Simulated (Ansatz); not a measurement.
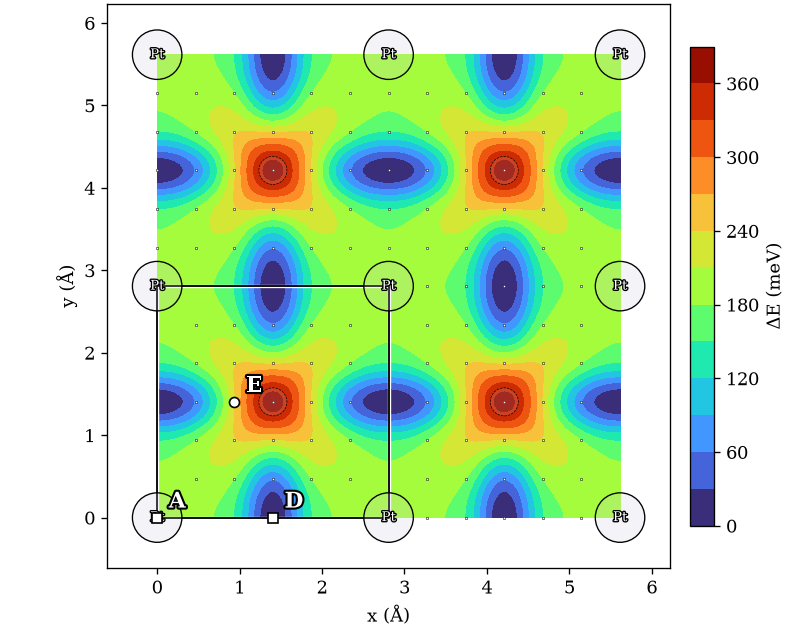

H on a Pt(100) slab cut from the Fm-3m phase, its upper half relaxed before the scan (12 atoms of substrate and one adsorbate in a 2 × 2 cell). H is moved over the surface cell; relaxed at each place: the height of the adsorbate's atoms; substrate rigid; the origin of the map has the adsorbate above Pt9. Places are given modulo a cell vector. The map is drawn in real space over the plane of the surface. The grid has 6 × 6 points; 10 points were computed and 26 follow by symmetry. Places are given in fractions of the 1 × 1 surface cell. Energies are in meV, from the lowest grid point. Method: DFT PBE, scalar-relativistic, plane waves, PAW in Ansatz. Settings: cutoff 420 eV, k-mesh 5×5×1, gaussian smearing 0.1 eV, no spin polarisation.

Drawn: filled contours, dots at the grid points, labelled circles for the atoms of the top layer and small ones for the second layer, the outline of one cell of the 2 × 2 shown, lettered points. Between grid points the surface is interpolated.

Q: What kind of point is each of A, D, E: minimum, saddle, maximum or slope?

A: A: minimum; D: minimum; E: on a slope. (In these two coordinates alone; a stationary point may lie a little off the grid point.)

Q: Rank the lettered points by energy, lowest first.

A: D (0 meV), A (180 meV), E (235 meV).

PAW datasets: the set soft_1.
